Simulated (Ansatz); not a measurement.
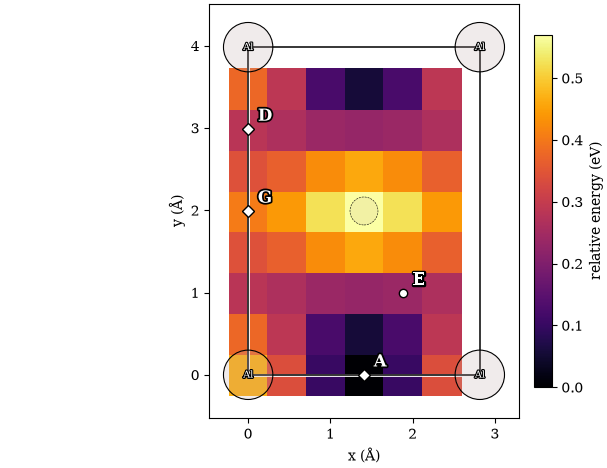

Au on an Al(110) slab cut from the Fm-3m phase, its upper half relaxed before the scan (16 atoms of substrate and one adsorbate in a 2 × 2 cell). Au is moved over the surface cell at a fixed height above a rigid substrate; the origin of the map has the adsorbate above Al13; the height is held at 2.20 Å. Places are given modulo a cell vector. The map is drawn in real space over the plane of the surface. Grid: 6 × 8 points; 20 points were computed and 28 follow by symmetry. Places are given in fractions of the 1 × 1 surface cell. All energies are given in eV relative to the lowest grid point. The runs have no spin polarisation, so an open-shell adsorbate far from the surface lies too high. At a fixed height the lowest place need not be the adsorption site. Level of theory: DFT PBE+D3(BJ), scalar-relativistic, plane waves, PAW (Ansatz 0.2.0). Settings: cutoff 420 eV, k-mesh 5×4×1, gaussian smearing 0.1 eV, no spin polarisation.

Drawn: one coloured cell a grid point, labelled circles for the atoms of the top layer and small ones for the second layer, the outline of one cell of the plane, lettered points.

**Is G the lowest point of the computed grid?**

No. G lies 0.403 eV above the lowest grid point, which is at a bridge site between two Al atoms, (3/6, 0/8) of the cell vectors.

**Rank the lettered points by energy, lowest first.**

A (0.000 eV), E (0.237 eV), D (0.283 eV), G (0.403 eV).

**What kind of point is each of A, D, E, G: minimum, saddle, maximum or slope?**

A: minimum; D: saddle point; E: on a slope; G: saddle point. (In these two coordinates alone; a stationary point may lie a little off the grid point.)
